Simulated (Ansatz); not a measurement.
Input

```
crystal:
  lattice:
    - [1.6006332147, 0.9241260174, 5.9978588841]
    - [-1.6006332147, 0.9241260174, 5.9978588841]
    - [0.0, -1.8482520348, 5.9978588841]
  atoms:
    - { symbol: W, position: [0.0, 0.0, 0.0] }
    - { symbol: S, position: [0.7503, 0.7503, 0.7503] }
    - { symbol: S, position: [0.581, 0.581, 0.581] }
basis:
  ecutwfc: 650.0
kpoints:
  mp_grid: { grid: [12, 12, 12] }
hamiltonian:
  xc: pbesol
scf:
  occupations: { method: gaussian, width: 0.05 }
output:
  forces: true
  stress: true
  eigenvalues: true
  write_density: true
  write_potential: true
  elf: true
  volumetric_format: npy
```

Run with:

```sh
ansatz run input.yaml --threads 1 --pin off --max-ram 2560MiB --backend cpu --events-out ev --progress --plain --runs-dir out
```

Below, planes, directions and counts refer to the conventional cell (a = 3.20 Å, b = 3.20 Å, c = 17.99 Å, α = 90.00°, β = 90.00°, γ = 120.00°).

Space group R3m; not relaxed (largest force 0.8 eV/Å).

Theory: DFT PBEsol, scalar-relativistic, plane waves, PAW (Ansatz 0.2.0).

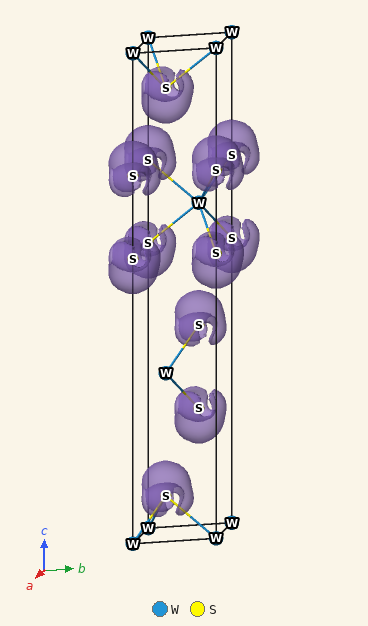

WS$_{2}$. Isosurface of the ELF at 0.8 (purple), seen slightly off an axis. Core shells and regions of very low density are left out. Sticks mark near contacts.

Question: Identify the bonds, lone pairs and shells in this picture.

Answer: The surface consists of six regions wrapped around S (the valence shell of each), counted in one cell of 9 atoms. Regions shared between cells count once.

Values along the shortest contacts:
W–S (2.38 Å): the ELF peaks at about 0.85 in the valence shell of S, 0.8 Å from its nucleus, and is about 0.50 at the midpoint.

Question: Does the calculation give a band gap?

Answer: It is gapped, with a Kohn–Sham gap of 0.62 eV on the k-point mesh, an upper bound to the gap of this method.
